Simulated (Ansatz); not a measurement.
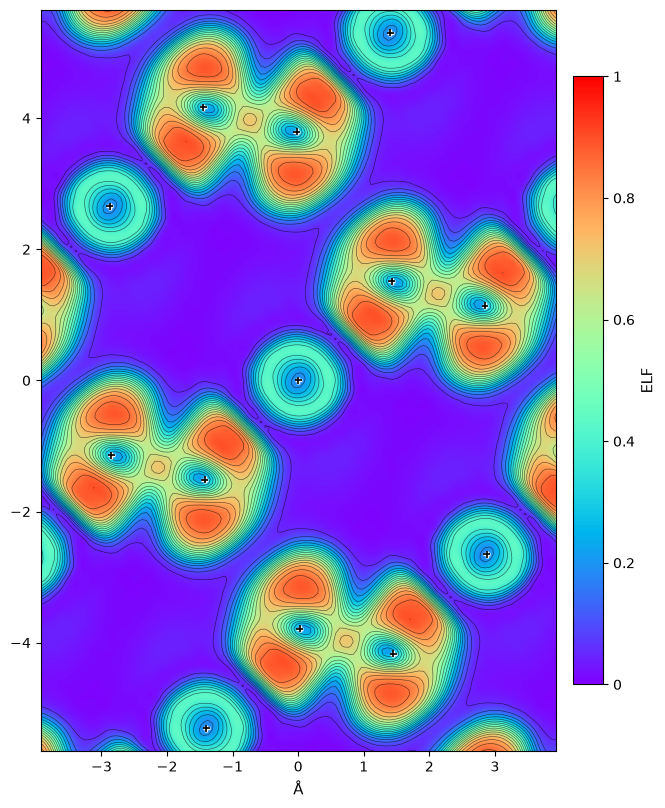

The electron localisation function on a plane through atoms (crosses mark nuclei in the plane).

All numbers below come from DFT PBEsol, scalar-relativistic, plane waves, PAW in Ansatz 0.2.0.

Candidates:
A. MgO2, a = 3.17 Å, b = 3.17 Å, c = 7.15 Å, α = 77.21°, β = 77.21°, γ = 60.00°. Space group R-3m; a structure from a database of computed crystals, not necessarily the ambient phase.
B. W, a = 3.15 Å, b = 3.15 Å, c = 3.15 Å, α = 90.00°, β = 90.00°, γ = 90.00°. Space group Im-3m.

> Which system is this?

Candidate A: MgO2 on the (11̄0) plane of the calculation cell, which holds Mg and O. O–O (1.47 Å): the ELF peaks at about 0.70 between the atoms. Mg–O (2.08 Å): the ELF peaks at about 0.90 in the valence shell of O, 0.6 Å from its nucleus, and is about 0.35 at the midpoint (a closed-shell, largely ionic contact).
